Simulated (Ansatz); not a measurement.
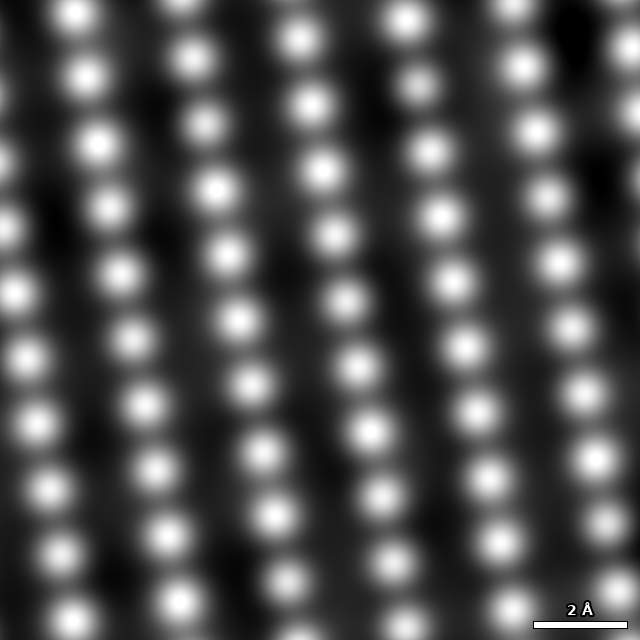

HAADF-like image of Ti (Fm-3m, No. 225). The image is simulated as a sum over atoms of Z^1.6, blurred by a 0.91 Å probe (no channelling). The probe carries 15 % of its weight in a tail 2.5 times as wide. The speckle of an amorphous layer was added. Structure: the geometry given to an electronic-structure calculation, possibly off equilibrium; the starting structure was generated, so it need not be a known form of this composition.

Space group Fm-3m (No. 225). a = 4.112 Å, b = 4.112 Å, c = 4.112 Å, α = 90.00°, β = 90.00°, γ = 90.00°
| atom | site | symmetry | x | y | z |
| --- | --- | --- | --- | --- | --- |
| Ti | 4a | m-3m | 0.0000 | 0.0000 | 0.0000 |

### Which beam direction gives this image, [211], [111] or [001]? (Directions equivalent by symmetry count as one.)

[211]. The projected cells are 1.45 × 2.37 Å, 90° for [211]; 1.68 × 1.68 Å, 120° for [111]; 2.06 × 2.06 Å, 90° for [001], and the image repeats as the [211] one does.
